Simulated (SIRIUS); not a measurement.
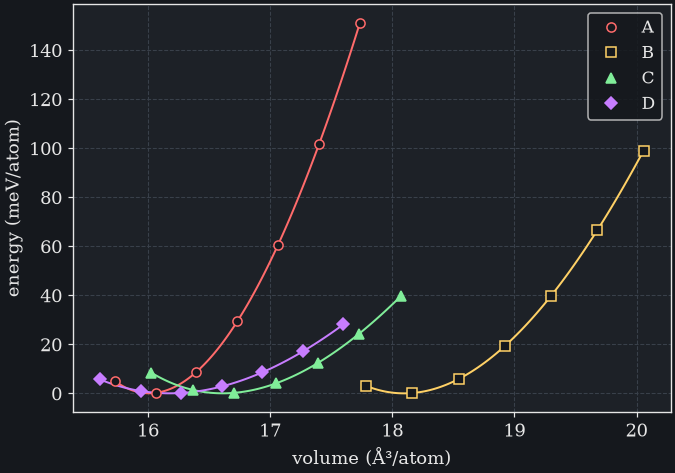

The picture above shows the energy against volume, with one curve for each element, for Ag, Al, Nb and W (all in space group Fm-3m (No. 225)). The labels are replaced by letters.

Computed with SIRIUS 7.10.0: plane-wave DFT, no spin polarisation; energies at scaled volumes of the given cell, shape and fractions fixed, counted from the fit's minimum, third-order Birch-Murnaghan fit. Level: PBEsol.

- k mesh: 11×11×11
- occupations: Fermi–Dirac
- smearing width: 0.05 eV
- potentials: dojo sr pbesol 0.4.1 standard

**Which letter stands for which compound?**

A: W; B: Nb; C: Ag; D: Al.
